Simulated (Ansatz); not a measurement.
# Single-point calculation of MoS (part 2 of 2)

Continued. System: MoS (F-43m, 2 atoms in the cell). Method: DFT, r2SCAN, plane waves, PAW, Ueff = 6 eV on Mo d (Ansatz 0.2.0); cutoff 500 eV, 12×12×12 k-mesh, Gaussian smearing of 0.05 eV, collinear spins. The structure was built on a prototype by a generator; it need not be a known phase. The run did not end well.

Geometry of the input (Å; fractional positions):
```
0.0000  2.6777  2.6777
2.6777  0.0000  2.6777
2.6777  2.6777  0.0000
Mo 0.0000  0.0000  0.0000
S  0.2500  0.2500  0.2500
```

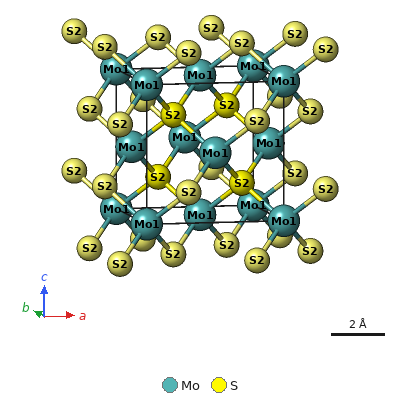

*The input geometry (ball-and-stick view of the cell 4 times as large as that of the calculation, set on its symmetry axes, seen slightly off an axis; neighbours outside the cell are drawn fainter; atoms are numbered from 1 in the order of the input). An atom can appear more than once, as a periodic image.*

**The program's output, continued**
```
SCF iter   1: F=—  HF=-5873.318308 eV  |F-HF|=—  |Δ(HF+E_count)|=         —  Δρ=9.23e-2 (↑9.23e-2 ↓5.30e-2)  dr2=2.55e0  dr2_τ=1.48e-1  dr2_m=1.58e0  M=1.618 μB ∫|m|=1.700 μB  β_m=0.30  ethr=3.10e-3  ⟨swp⟩=5.9  Hψ=13692  notcnv=0
preconditioner: auto → Kerker (q_TF=auto, 2.447 Å⁻¹)  [metal: Δε(μ)=0.009 eV  Ē_g=11.083 eV  σ=0.050 eV  W_gap=0.10  n_scr=14 (ndim 8)  ℏωp=20.8 eV  f_vac=0.000  D(μ)=1.41/eV (n_scr^D=14)]
spin=Collinear: Kerker preconditioning applied to the charge; magnetization (m = ρ↑ − ρ↓) channel mixes plain (no charge-response kernel on spin).
SCF iter   2: F=—  HF=-5873.450128 eV  |F-HF|=—  |Δ(HF+E_count)|=   1.32e-1  Δρ=6.47e-2 (↑6.47e-2 ↓4.12e-2)  dr2=1.02e0  dr2_τ=2.17e-2  dr2_m=8.47e-1  M=1.556 μB ∫|m|=1.638 μB  β_m=0.30  ethr=3.10e-3  ⟨swp⟩=2.5  Hψ=4646  notcnv=0  defer=235  κ⁻¹=1.0e0(r=1)
SCF iter   3: F=—  HF=-5873.624511 eV  |F-HF|=—  |Δ(HF+E_count)|=   1.74e-1  Δρ=4.08e-2 (↑3.63e-2 ↓4.08e-2)  dr2=6.77e-2  dr2_τ=2.36e-2  dr2_m=4.99e-1  M=1.367 μB ∫|m|=1.477 μB  β_m=0.30  ethr=3.10e-3  ⟨swp⟩=2.4  Hψ=3886  notcnv=0  defer=237  κ⁻¹=1.4e-3(r=2)
SCF iter   4: F=—  HF=-5873.908848 eV  |F-HF|=—  |Δ(HF+E_count)|=   2.84e-1  Δρ=3.43e-2 (↑3.43e-2 ↓2.53e-2)  dr2=9.42e-2  dr2_τ=7.39e-3  dr2_m=3.04e-1  M=1.340 μB ∫|m|=1.418 μB  β_m=0.30  ethr=3.39e-4  ⟨swp⟩=2.6  Hψ=5303  notcnv=0  defer=244  κ⁻¹=3.6e-4(r=3)
SCF iter   5: F=—  HF=-5874.084623 eV  |F-HF|=—  |Δ(HF+E_count)|=   1.76e-1  Δρ=2.37e-2 (↑2.36e-2 ↓2.37e-2)  dr2=1.33e-3  dr2_τ=4.81e-3  dr2_m=1.96e-1  M=1.234 μB ∫|m|=1.310 μB  β_m=0.30  ethr=3.39e-4  ⟨swp⟩=2.3  Hψ=3787  notcnv=0  defer=244  κ⁻¹=6.8e-5(r=4)
SCF iter   6: F=—  HF=-5874.222647 eV  |F-HF|=—  |Δ(HF+E_count)|=   1.38e-1  Δρ=1.88e-2 (↑1.78e-2 ↓1.88e-2)  dr2=9.04e-4  dr2_τ=1.79e-3  dr2_m=1.18e-1  M=1.223 μB ∫|m|=1.290 μB  β_m=0.30  ethr=6.67e-6  ⟨swp⟩=2.1  Hψ=5141  notcnv=0  defer=242  κ⁻¹=1.6e-5(r=5)
SCF iter   7: F=—  HF=-5874.325014 eV  |F-HF|=—  |Δ(HF+E_count)|=   1.02e-1  Δρ=1.59e-2 (↑1.56e-2 ↓1.59e-2)  dr2=1.62e-4  dr2_τ=1.73e-3  dr2_m=8.71e-2  M=1.139 μB ∫|m|=1.230 μB  β_m=1.20  ethr=4.52e-6  ⟨swp⟩=2.5  Hψ=4129  notcnv=0  defer=242
Mixer restart at iter 7: flushing history
spin-set hold released at iteration 7 (site moments contracting): the magnetisation degrees of freedom join the quasi-Newton model from the next iteration; the mixer history was flushed
SCF iter   8: F=—  HF=-5874.471281 eV  |F-HF|=—  |Δ(HF+E_count)|=   1.46e-1  Δρ=4.24e-3 (↑4.24e-3 ↓4.04e-3)  dr2=6.65e-4  dr2_τ=1.52e-3  dr2_m=5.92e-3  M=0.962 μB ∫|m|=1.174 μB  β_m=1.20  ethr=8.09e-7  ⟨swp⟩=4.0  Hψ=6453  notcnv=0  defer=243  κ⁻¹=1.0e0(r=1)
SCF iter   9: F=—  HF=-5874.537564 eV  |F-HF|=—  |Δ(HF+E_count)|=   6.63e-2  Δρ=3.15e-3 (↑3.02e-3 ↓3.15e-3)  dr2=9.32e-4  dr2_τ=5.04e-4  dr2_m=3.18e-3  M=0.886 μB ∫|m|=1.173 μB  β_m=1.20  ethr=8.09e-7  ⟨swp⟩=3.0  Hψ=6210  notcnv=0  defer=244  κ⁻¹=3.1e-2(r=2)
SCF iter  10: F=—  HF=-5874.787501 eV  |F-HF|=—  |Δ(HF+E_count)|=   2.50e-1  Δρ=3.42e-3 (↑2.25e-3 ↓3.42e-3)  dr2=7.48e-3  dr2_τ=2.61e-4  dr2_m=5.66e-4  M=0.474 μB ∫|m|=1.370 μB  β_m=1.04  ethr=8.09e-7  ⟨swp⟩=4.5  Hψ=7038  notcnv=0  defer=244  κ⁻¹=9.6e-3(r=3)
SCF iter  11: F=—  HF=-5874.860061 eV  |F-HF|=—  |Δ(HF+E_count)|=   7.26e-2  Δρ=5.73e-3 (↑2.11e-3 ↓5.73e-3)  dr2=1.24e-2  dr2_τ=4.32e-4  dr2_m=2.49e-3  M=0.299 μB ∫|m|=1.484 μB  β_m=1.06  ethr=8.09e-7  ⟨swp⟩=3.7  Hψ=6856  notcnv=0  defer=232  κ⁻¹=6.7e-3(r=4)
SCF iter  12: F=—  HF=-5874.803060 eV  |F-HF|=—  |Δ(HF+E_count)|=   5.70e-2  Δρ=4.86e-3 (↑1.84e-3 ↓4.86e-3)  dr2=8.48e-3  dr2_τ=3.33e-4  dr2_m=1.96e-3  M=0.464 μB ∫|m|=1.367 μB  β_m=1.20  ethr=8.09e-7  ⟨swp⟩=3.0  Hψ=5439  notcnv=0  defer=232  κ⁻¹=4.9e-3(r=5)
SCF iter  13: F=—  HF=-5874.469407 eV  |F-HF|=—  |Δ(HF+E_count)|=   3.34e-1  Δρ=1.55e-2 (↑8.03e-3 ↓1.55e-2)  dr2=5.96e-2  dr2_τ=7.82e-3  dr2_m=4.37e-2  M=0.849 μB ∫|m|=1.035 μB  β_m=1.20  ethr=8.09e-7  ⟨swp⟩=4.2  Hψ=7549  notcnv=0  defer=232  κ⁻¹=1.6e-3(r=6)
SCF iter  14: F=—  HF=-5874.400636 eV  |F-HF|=—  |Δ(HF+E_count)|=   6.88e-2  Δρ=1.99e-2 (↑1.03e-2 ↓1.99e-2)  dr2=1.08e-1  dr2_τ=1.29e-2  dr2_m=7.11e-2  M=0.818 μB ∫|m|=0.946 μB  β_m=1.20  ethr=8.09e-7  ⟨swp⟩=3.2  Hψ=6626  notcnv=0  defer=253  κ⁻¹=9.7e-4(r=7)
SCF iter  15: F=—  HF=-5874.684932 eV  |F-HF|=—  |Δ(HF+E_count)|=   2.84e-1  Δρ=7.07e-3 (↑2.84e-3 ↓7.07e-3)  dr2=1.22e-2  dr2_τ=1.06e-3  dr2_m=6.92e-3  M=0.658 μB ∫|m|=1.200 μB  β_m=1.20  ethr=8.09e-7  ⟨swp⟩=4.3  Hψ=7016  notcnv=0  defer=253  κ⁻¹=1.6e-4(r=8)
SCF iter  16: F=—  HF=-5874.683611 eV  |F-HF|=—  |Δ(HF+E_count)|=   1.32e-3  Δρ=7.05e-3 (↑2.83e-3 ↓7.05e-3)  dr2=1.22e-2  dr2_τ=1.06e-3  dr2_m=6.88e-3  M=0.659 μB ∫|m|=1.198 μB  β_m=1.20  ethr=8.09e-7  ⟨swp⟩=1.1  Hψ=3293  notcnv=0  defer=240  κ⁻¹=1.5e-7(r=8)
SCF iter  17: F=—  HF=-5874.779819 eV  |F-HF|=—  |Δ(HF+E_count)|=   9.62e-2  Δρ=7.34e-3 (↑2.80e-3 ↓7.34e-3)  dr2=1.56e-2  dr2_τ=1.24e-3  dr2_m=7.14e-3  M=0.590 μB ∫|m|=1.313 μB  β_m=1.20  ethr=8.09e-7  ⟨swp⟩=3.3  Hψ=5603  notcnv=0  defer=240  κ⁻¹=1.3e-7(r=8)
SCF iter  18: F=—  HF=-5874.896182 eV  |F-HF|=—  |Δ(HF+E_count)|=   1.16e-1  Δρ=1.45e-2 (↑6.41e-3 ↓1.45e-2)  dr2=6.55e-2  dr2_τ=6.21e-3  dr2_m=3.42e-2  M=0.498 μB ∫|m|=1.510 μB  β_m=1.20  ethr=8.09e-7  ⟨swp⟩=3.2  Hψ=6436  notcnv=0  defer=230  κ⁻¹=1.1e-7(r=8)
SCF iter  19: F=—  HF=-5874.929606 eV  |F-HF|=—  |Δ(HF+E_count)|=   3.34e-2  Δρ=8.61e-3 (↑4.95e-3 ↓8.61e-3)  dr2=1.79e-2  dr2_τ=2.30e-3  dr2_m=1.46e-2  M=0.348 μB ∫|m|=1.569 μB  β_m=1.20  ethr=8.09e-7  ⟨swp⟩=3.3  Hψ=6073  notcnv=0  defer=228  κ⁻¹=1.1e-7(r=8)
SCF iter  20: F=—  HF=-5874.919292 eV  |F-HF|=—  |Δ(HF+E_count)|=   1.03e-2  Δρ=1.11e-2 (↑5.21e-3 ↓1.11e-2)  dr2=3.77e-2  dr2_τ=3.11e-3  dr2_m=1.85e-2  M=0.065 μB ∫|m|=1.798 μB  β_m=1.20  ethr=8.09e-7  ⟨swp⟩=4.1  Hψ=6576  notcnv=0  defer=231  κ⁻¹=6.3e-8(r=8)
SCF iter  21: F=—  HF=-5874.826019 eV  |F-HF|=—  |Δ(HF+E_count)|=   9.33e-2  Δρ=1.17e-2 (↑2.61e-3 ↓1.17e-2)  dr2=3.50e-2  dr2_τ=2.12e-3  dr2_m=1.39e-2  M=0.000 μB ∫|m|=1.898 μB  β_m=1.20  ethr=8.09e-7  ⟨swp⟩=3.2  Hψ=6489  notcnv=0  defer=220  κ⁻¹=9.3e-8(r=8)
SCF iter  22: F=—  HF=-5874.969186 eV  |F-HF|=—  |Δ(HF+E_count)|=   1.43e-1  Δρ=8.07e-3 (↑4.41e-3 ↓8.07e-3)  dr2=1.75e-2  dr2_τ=2.02e-3  dr2_m=1.20e-2  M=0.065 μB ∫|m|=1.758 μB  β_m=1.20  ethr=8.09e-7  ⟨swp⟩=3.6  Hψ=6162  notcnv=0  defer=219  κ⁻¹=8.3e-8(r=8)
SCF iter  23: F=—  HF=-5874.973774 eV  |F-HF|=—  |Δ(HF+E_count)|=   4.59e-3  Δρ=6.58e-3 (↑3.29e-3 ↓6.58e-3)  dr2=1.37e-2  dr2_τ=1.25e-3  dr2_m=7.17e-3  M=0.042 μB ∫|m|=1.782 μB  β_m=1.20  ethr=8.09e-7  ⟨swp⟩=2.4  Hψ=4430  notcnv=0  defer=218  κ⁻¹=1.1e-7(r=8)
SCF iter  24: F=—  HF=-5874.975928 eV  |F-HF|=—  |Δ(HF+E_count)|=   2.15e-3  Δρ=4.76e-3 (↑2.93e-3 ↓4.76e-3)  dr2=4.28e-3  dr2_τ=7.07e-4  dr2_m=4.83e-3  M=0.089 μB ∫|m|=1.694 μB  β_m=1.20  ethr=8.09e-7  ⟨swp⟩=3.1  Hψ=5578  notcnv=0  defer=220  κ⁻¹=7.1e-5(r=8)
SCF iter  25: F=—  HF=-5874.941104 eV  |F-HF|=—  |Δ(HF+E_count)|=   3.48e-2  Δρ=4.33e-3 (↑1.92e-3 ↓4.33e-3)  dr2=1.89e-3  dr2_τ=3.88e-4  dr2_m=3.16e-3  M=0.239 μB ∫|m|=1.583 μB  β_m=1.20  ethr=8.09e-7  ⟨swp⟩=3.0  Hψ=5828  notcnv=0  defer=222  κ⁻¹=4.7e-5(r=8)
SCF iter  26: F=—  HF=-5874.963430 eV  |F-HF|=—  |Δ(HF+E_count)|=   2.23e-2  Δρ=3.84e-3 (↑2.03e-3 ↓3.84e-3)  dr2=2.09e-3  dr2_τ=3.66e-4  dr2_m=2.80e-3  M=0.150 μB ∫|m|=1.648 μB  β_m=1.20  ethr=8.09e-7  ⟨swp⟩=3.6  Hψ=5533  notcnv=0  defer=224  κ⁻¹=6.2e-5(r=8)
SCF iter  27: F=—  HF=-5874.973613 eV  |F-HF|=—  |Δ(HF+E_count)|=   1.02e-2  Δρ=3.98e-3 (↑2.22e-3 ↓3.98e-3)  dr2=2.20e-3  dr2_τ=4.18e-4  dr2_m=3.14e-3  M=0.064 μB ∫|m|=1.694 μB  β_m=1.20  ethr=8.09e-7  ⟨swp⟩=2.7  Hψ=4281  notcnv=0  defer=224  κ⁻¹=1.5e-5(r=8)
SCF iter  28: F=—  HF=-5874.977289 eV  |F-HF|=—  |Δ(HF+E_count)|=   3.68e-3  Δρ=3.77e-3 (↑1.93e-3 ↓3.77e-3)  dr2=2.17e-3  dr2_τ=3.68e-4  dr2_m=2.65e-3  M=0.053 μB ∫|m|=1.705 μB  β_m=1.20  ethr=8.09e-7  ⟨swp⟩=2.0  Hψ=3419  notcnv=0  defer=225  κ⁻¹=6.7e-6(r=8)
SCF iter  29: F=—  HF=-5874.969229 eV  |F-HF|=—  |Δ(HF+E_count)|=   8.06e-3  Δρ=4.01e-3 (↑2.23e-3 ↓4.01e-3)  dr2=1.96e-3  dr2_τ=4.14e-4  dr2_m=3.19e-3  M=0.083 μB ∫|m|=1.680 μB  β_m=1.20  ethr=8.09e-7  ⟨swp⟩=2.0  Hψ=3572  notcnv=0  defer=225  κ⁻¹=2.5e-6(r=8)
SCF iter  30: F=—  HF=-5874.973203 eV  |F-HF|=—  |Δ(HF+E_count)|=   3.97e-3  Δρ=3.92e-3 (↑2.19e-3 ↓3.92e-3)  dr2=2.01e-3  dr2_τ=4.04e-4  dr2_m=3.04e-3  M=0.063 μB ∫|m|=1.694 μB  β_m=1.09  ethr=8.09e-7  ⟨swp⟩=2.0  Hψ=3570  notcnv=0  defer=225  κ⁻¹=1.4e-5(r=8)
SCF iter  31: F=—  HF=-5874.990447 eV  |F-HF|=—  |Δ(HF+E_count)|=   1.72e-2  Δρ=1.07e-3 (↑8.54e-4 ↓1.07e-3)  dr2=1.29e-4  dr2_τ=2.94e-5  dr2_m=2.39e-4  M=0.001 μB ∫|m|=1.785 μB  β_m=1.20  ethr=8.09e-7  ⟨swp⟩=3.1  Hψ=5531  notcnv=0  defer=225  κ⁻¹=4.2e-6(r=8)
SCF iter  32: F=—  HF=-5874.985679 eV  |F-HF|=—  |Δ(HF+E_count)|=   4.77e-3  Δρ=3.52e-3 (↑2.86e-3 ↓3.52e-3)  dr2=1.34e-3  dr2_τ=4.29e-4  dr2_m=3.40e-3  M=0.000 μB ∫|m|=1.828 μB  β_m=0.81  ethr=6.47e-7  ⟨swp⟩=3.6  Hψ=5834  notcnv=0  defer=222  κ⁻¹=5.8e-6(r=8)
SCF iter  33: F=—  HF=-5874.992004 eV  |F-HF|=—  |Δ(HF+E_count)|=   6.32e-3  Δρ=2.68e-4 (↑2.68e-4 ↓2.47e-4)  dr2=2.87e-5  dr2_τ=1.22e-6  dr2_m=1.79e-5  M=0.003 μB ∫|m|=1.783 μB  β_m=1.20  ethr=6.47e-7  ⟨swp⟩=3.9  Hψ=5726  notcnv=0  defer=223  κ⁻¹=3.7e-6(r=8)
SCF iter  34: F=—  HF=-5874.991800 eV  |F-HF|=—  |Δ(HF+E_count)|=   2.04e-4  Δρ=6.18e-4 (↑5.26e-4 ↓6.18e-4)  dr2=6.91e-5  dr2_τ=1.28e-5  dr2_m=1.05e-4  M=0.006 μB ∫|m|=1.780 μB  β_m=1.20  ethr=1.43e-7  ⟨swp⟩=2.4  Hψ=3763  notcnv=0  defer=222  κ⁻¹=1.4e-5(r=8)
SCF iter  35: F=—  HF=-5874.991730 eV  |F-HF|=—  |Δ(HF+E_count)|=   7.00e-5  Δρ=7.63e-4 (↑6.34e-4 ↓7.63e-4)  dr2=7.09e-5  dr2_τ=2.03e-5  dr2_m=1.63e-4  M=0.007 μB ∫|m|=1.780 μB  β_m=0.30  ethr=1.43e-7  ⟨swp⟩=1.6  Hψ=2285  notcnv=0  defer=222  κ⁻¹=1.5e-5(r=8)
SCF iter  36: F=—  HF=-5874.992168 eV  |F-HF|=—  |Δ(HF+E_count)|=   4.38e-4  Δρ=5.60e-5 (↑4.91e-5 ↓5.60e-5)  dr2=1.78e-6  dr2_τ=1.13e-7  dr2_m=4.63e-7  M=0.001 μB ∫|m|=1.792 μB  β_m=1.20  ethr=1.43e-7  ⟨swp⟩=3.1  Hψ=3968  notcnv=0  defer=222  κ⁻¹=2.3e-6(r=8)
SCF iter  37: F=—  HF=-5874.992159 eV  |F-HF|=—  |Δ(HF+E_count)|=   9.61e-6  Δρ=1.28e-4 (↑1.28e-4 ↓1.15e-4)  dr2=3.20e-6  dr2_τ=5.89e-7  dr2_m=4.78e-6  M=0.002 μB ∫|m|=1.789 μB  β_m=1.20  ethr=8.88e-9  ⟨swp⟩=2.5  Hψ=3811  notcnv=0  defer=222  κ⁻¹=2.1e-6(r=8)
SCF iter  38: F=—  HF=-5874.992171 eV  |F-HF|=—  |Δ(HF+E_count)|=   1.27e-5  Δρ=2.57e-5 (↑2.57e-5 ↓2.22e-5)  dr2=1.73e-7  dr2_τ=2.16e-8  dr2_m=1.62e-7  M=0.002 μB ∫|m|=1.791 μB  β_m=1.20  ethr=8.88e-9  ⟨swp⟩=2.0  Hψ=3513  notcnv=0  defer=222  κ⁻¹=9.9e-7(r=8)
SCF iter  39: F=—  HF=-5874.992171 eV  |F-HF|=—  |Δ(HF+E_count)|=   1.63e-7  Δρ=2.75e-5 (↑2.25e-5 ↓2.75e-5)  dr2=1.74e-7  dr2_τ=2.32e-8  dr2_m=1.89e-7  M=0.001 μB ∫|m|=1.791 μB  β_m=1.20  ethr=8.64e-10  ⟨swp⟩=2.8  Hψ=3990  notcnv=0  defer=222  κ⁻¹=7.9e-7(r=8)
iter 40 did not close the SCF: its close was put off for a magnetic moment that had not settled (scf_convergence_deferred on its scf_iter line)
SCF iter  40: F=-5874.992172 eV  HF=-5874.992172 eV  |F-HF|=2.44e-8  |Δ(HF+E_count)|=   5.54e-7  Δρ=1.07e-5 (↑8.01e-6 ↓1.07e-5)  dr2=3.32e-8  dr2_τ=3.66e-9  dr2_m=2.61e-8  M=0.002 μB ∫|m|=1.791 μB  β_m=1.20  ethr=5.00e-10  ⟨swp⟩=2.6  Hψ=8012  notcnv=0  κ⁻¹=9.2e-7(r=8)
SCF iter  41: F=-5874.992172 eV  HF=-5874.992172 eV  |F-HF|=7.28e-10  |Δ(HF+E_count)|=   4.96e-8  Δρ=1.92e-6 (↑1.89e-6 ↓1.92e-6)  dr2=4.55e-9  dr2_τ=7.49e-11  dr2_m=3.37e-10  M=0.002 μB ∫|m|=1.791 μB  ethr=1.66e-10  ⟨swp⟩=2.0  Hψ=7263  notcnv=0
SCF 1 converged in 41 iterations: F = -5874.992172 eV  dr2 = 4.55e-9
  greatest PAW one-centre occupation: 0.996 electrons in one spin orbital (limit 2), on the Mo atom at site 0 (counted from 0), in its partial waves of l = 0
Symmetry: 4 space group operations
k-points: 242 of 1728 (time reversal used)
Initial density: read from a saved state, or passed on in memory by an earlier SCF of this step, an earlier step, the calling program or the single point that the run made first
Starting moments: Σ|m| = 3 μB on 1 of 2 sites; this step starts from the density that it was given
Initial wavefunctions: those read from a saved state, or passed on in memory by an earlier step or the calling program
iter 1 solved again at ethr=2.27e-11 eV; its pass at ethr=5.00e-6 eV (dr2=4.55e-9 eV) is discarded
SCF iter   1: F=—  HF=-5874.992172 eV  |F-HF|=—  |Δ(HF+E_count)|=         —  Δρ=1.92e-6 (↑1.89e-6 ↓1.92e-6)  dr2=4.55e-9  dr2_τ=7.48e-11  dr2_m=3.37e-10  M=0.002 μB ∫|m|=1.791 μB  ethr=2.27e-11  ⟨swp⟩=1.0  Hψ=52419  notcnv=0
preconditioner: auto → Kerker (q_TF=auto, 2.447 Å⁻¹)  [metal: Δε(μ)=0.026 eV  Ē_g=11.574 eV  σ=0.050 eV  W_gap=0.29  n_scr=14 (ndim 8)  ℏωp=20.8 eV  f_vac=0.000  D(μ)=1.13/eV (n_scr^D=8)]
spin=Collinear: Kerker preconditioning applied to the charge; magnetization (m = ρ↑ − ρ↓) channel mixes plain (no charge-response kernel on spin).
SCF iter   2: F=—  HF=-5874.992249 eV  |F-HF|=—  |Δ(HF+E_count)|=   7.77e-5  Δρ=1.28e-4 (↑8.77e-5 ↓1.28e-4)  dr2=3.15e-7  dr2_τ=8.76e-8  dr2_m=4.04e-6  M=0.002 μB ∫|m|=1.791 μB  ethr=5.00e-6  ⟨swp⟩=1.0  Hψ=39486  notcnv=0
SCF iter   3: F=—  HF=-5875.234626 eV  |F-HF|=—  |Δ(HF+E_count)|=   2.42e-1  Δρ=3.37e-3 (↑3.37e-3 ↓2.14e-3)  dr2=1.96e-3  dr2_τ=2.47e-4  dr2_m=1.89e-3  M=0.092 μB ∫|m|=1.530 μB  ethr=2.87e-8  ⟨swp⟩=1.0  Hψ=41139  notcnv=0
this state was not tested for a lower state beside it, because the mixer in use, unlike msr1, does not test its closes by its own steps (another_mixer; see scf.mixing.algorithm and scf.lower_state_search)
SCF converged after 41 iterations
Magnetization: 0.0016 μB (10.0008 up, 9.9992 down)
Absolute magnetization: 1.9354 μB (∫|ρ↑−ρ↓|, with the PAW one-centre terms)
Spin contamination: 1.7384 ħ² per cell (⟨S²⟩ above its minimum at these occupations)
Per-site moments (μB) at R_I (Å): [(-0.006881853537399596, 0.9565528708781773), (0.1306086088589691, 0.9565528708781773)]
Free energy (F): -5874.992172 eV
Harris-Foulkes:  -5874.992172 eV  (|F-HF|=7.28e-10)
Internal energy: -5874.990762 eV  (E = F + TS)
E sigma→0 (E₀):  -5874.991467 eV
Entropy (-TS):   -0.001410 eV (-0.705 meV/atom)
Fermi energy:    12.336476 eV
--- Per-component energies (eV) ---
  E_band       = -170.229214
  E_kinetic    = 558.113082
  E_local      = -1372.072839  (includes V_loc(G=0)·N_el)
  E_nonlocal   = 175.902767
  E_hartree    = 479.543959
  E_xc         = -272.095002
  E_vxc        = -352.298221  (∫ρ·V_xc dr)
  E_hubbard    = -3.587793  (on-site DFT+U / exact-exchange correction)
  E_vhub       = -7.175628  (the Hubbard potential's part of the band-sum identity)
  E_paw        = -3829.284147  (= ΣΔE_a)
  E_vpaw       = -152.824576  (= ΣTr[D̂ρ^β])
  E_aug_tail   = 0.000002  (compensation charges beyond the density's cutoff)
  E_vtau       = 21.038071  (kinetic-family band-sum trace: ∫τ·v_τ [+ j·A + Jᵃ·Aᵃ] dr)
  E_ewald      = -1611.179819
  E_core_change = -0.330970  (= ΣΔE_core)
  E_smearing   = -0.001410  (= −TS)
  E_closure    = -0.000000  (closes the sum)
  Σ components = -5874.992172   (vs F -5874.992172, Δ=0.00e0)
DFT+U double counting: amf (around mean field; hamiltonian.hubbard.double_counting)
--- Forces (eV/Å), atoms counted from 1 ---
  atom   1  Mo     0.00000000    -0.00000000     0.00000000
  atom   2  S     -0.00000000    -0.00000000     0.00000000
  max |Σ_I F_I| component: 1.43e-16 eV/Å
--- Stress (GPa, compression-positive) ---
       27.201990       0.000000       0.000000
        0.000000      27.201990      -0.000000
        0.000000      -0.000000      27.201990
  P = ⅓ Tr σ = 27.2020 GPa (272.020 kbar)
Occupation matrices written to [file]
Error: SIGTERM received: cancelled ahead of the end of the searches for a lower state and the checks behind the self-consistent cycle: the result that stood is reported, with what was made of it, and may lie above the state on which the run would have ended. A resume of [file] goes on from the state saved last, or from a result that was left at `state.next`, and makes the searches and checks that nothing else bars: give the resume the same folder of runs
Name the folder of runs with --runs-dir
```
